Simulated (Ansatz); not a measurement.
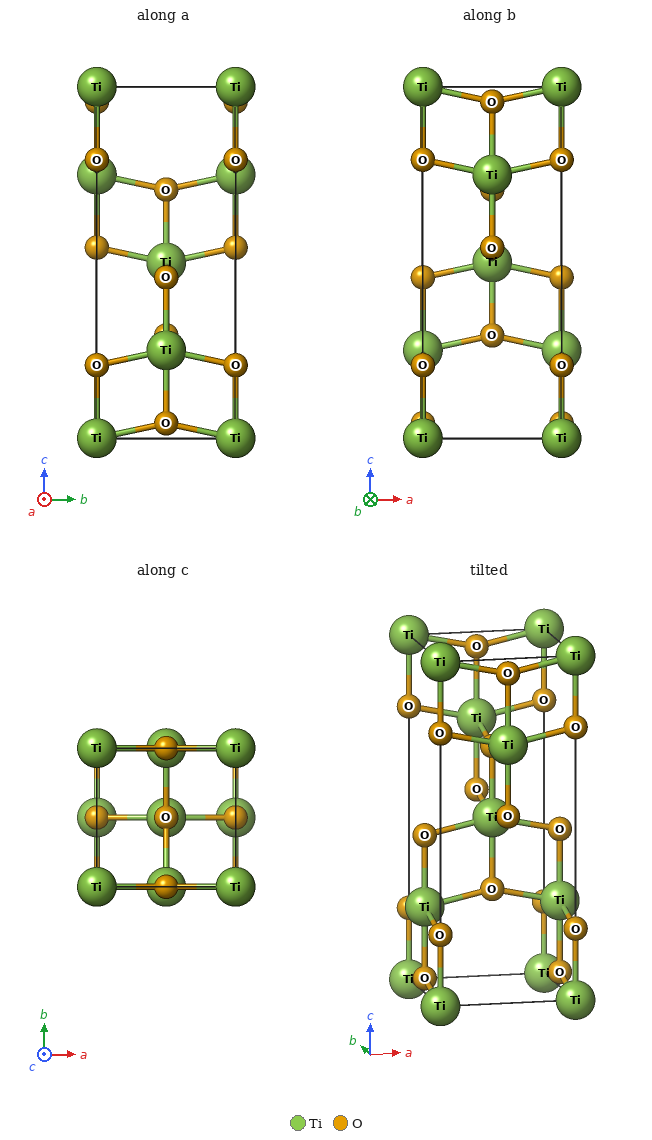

Ball-and-stick drawing of the structure, looking along the a axis, along the b axis, along the c axis and slightly off an axis. Lines trace the edges of the conventional unit cell.

Lattice parameters: a = 3.7696 Å, b = 3.7696 Å, c = 9.5530 Å, α = 90.000°, β = 90.000°, γ = 90.000°.

> Set out the cell and atoms as a CIF with its space group and independent sites.

```cif
data_structure
_symmetry_space_group_name_H-M 'I 41/a m d :1'
_symmetry_Int_Tables_number 141
_cell_length_a 3.7696
_cell_length_b 3.7696
_cell_length_c 9.5530
_cell_angle_alpha 90.000
_cell_angle_beta 90.000
_cell_angle_gamma 90.000
_cell_volume 135.75
loop_
_atom_site_label
_atom_site_type_symbol
_atom_site_symmetry_multiplicity
_atom_site_Wyckoff_symbol
_atom_site_fract_x
_atom_site_fract_y
_atom_site_fract_z
_atom_site_occupancy
Ti1 Ti 4 a 0.0000 0.5000 0.2500 1
O1 O 8 e 0.0000 0.5000 0.0424 1
```

The initial geometry was a structure type filled with these elements by a generator (whether the compound takes this form wasn't checked). This is the structure after a relaxation with DFT, PBEsol, plane waves, PAW (Ansatz).
